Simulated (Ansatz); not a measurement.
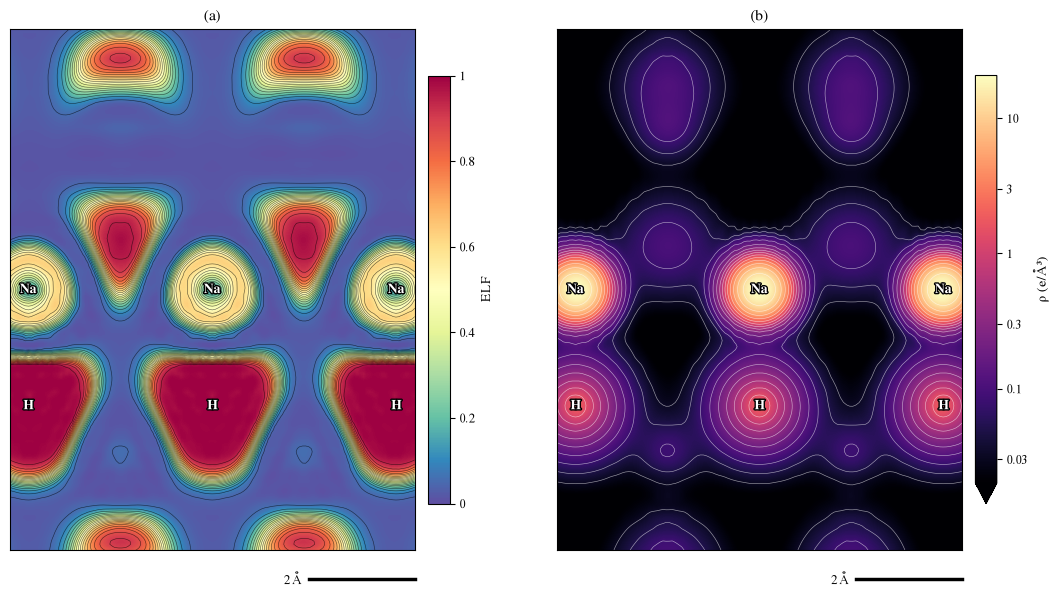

The picture shows: NaH. (a) ELF; (b) valence pseudo-density on the (010) plane of the conventional cell.

Space group R3m; started from the zincblende prototype, which need not be the ambient phase; changed on purpose from its base cell (epitaxial 111 strain -4.9%).

All numbers below come from Ansatz, DFT, r2SCAN, plane waves, PAW.

The density is the valence pseudo-density of a PAW calculation; it isn't the true density close to the nuclei.

What do the fields say about this system?

Answer. The plane passes through Na and H nuclei.
Na–H (2.21 Å): ρ at the midpoint is about 0.12 e/Å³; the ELF climbs to about 1 towards the hydrogen; an ionic contact to a hydride ion.
Between the atoms the lowest density in this plane is 0.009 e/Å³.
The features right at Na lie inside the PAW spheres, where the map follows smoothed inner orbitals and isn't to be read closely.
